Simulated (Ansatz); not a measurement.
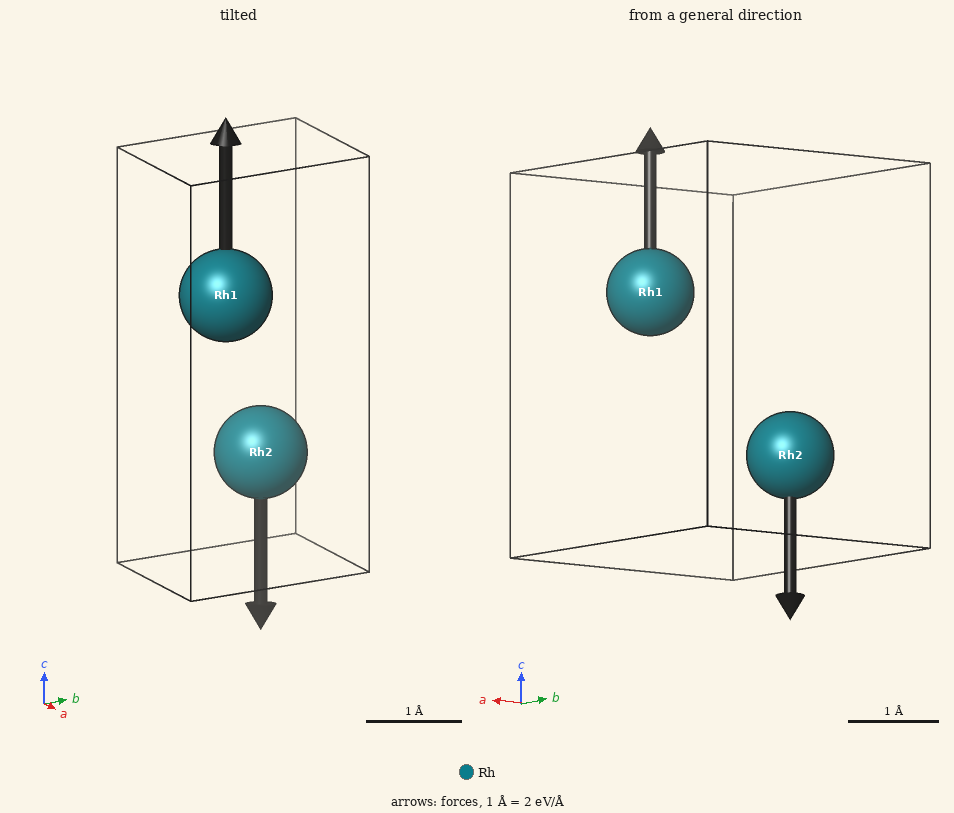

The image is a spheres-only drawing of a crystal, viewed slightly off an axis and from a general direction. The frame is the simulation cell; atoms at its boundary are shown with their periodic copies. The arrows are the computed forces on the atoms.

System: Rh. Electronic-structure method: DFT r2SCAN, scalar-relativistic, plane waves, PAW (Ansatz). Parameters: E_cut = 500 eV, an 18×18×12 sampling of the Brillouin zone, Gaussian smearing of 0.15 eV, no spin polarisation.

Question: Is the structure at a minimum of the energy?

Answer: No. The atoms still feel forces of up to about 2.9 eV/Å, far above a usual threshold of 0.01 to 0.03 eV/Å.

Question: Name the atom under the greatest force.

Answer: Rh1 and Rh2, about 2.9 eV/Å.

The structure comes from a structure listed in the Materials Project. The cell was then strained or its atoms displaced on purpose. It was run through Ansatz as a DFT input.
